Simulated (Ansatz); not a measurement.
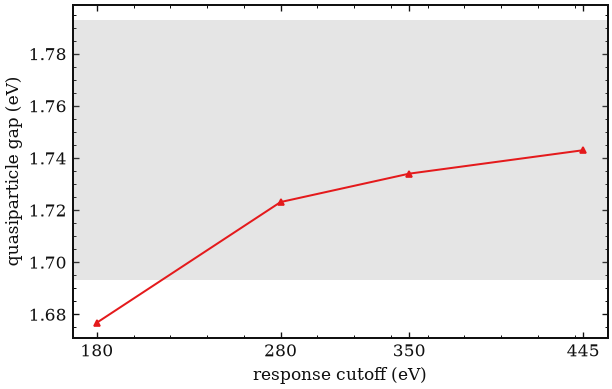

Scan of the response cutoff (empty bands raised with it).
System: BP (F-43m, 2 atoms in the cell).
Method: Ansatz 0.2.0-dev, G0W0@PBE, full frequency by contour deformation, hand-made PAW set; cutoff 710 eV, 2×2×2 k-mesh.
Dashed lines or grey bands mark the tolerance: 0.05 eV.

What is enough for the quasiparticle gap to 0.05 eV?

Answer. The quasiparticle gap is within 0.05 eV of the largest setting's value from 280 eV on. It is 1.68 eV at 180 eV and 1.74 eV at 444.7 eV. The last step still moves it by 0.009 eV in the same direction, so the limit lies further: extrapolating the last two points as the cutoff to the power −3/2 gives about 1.76 eV, so against that limit 280 eV still holds. On so coarse a k-mesh the values belong to these settings and aren't the crystal's converged gap.
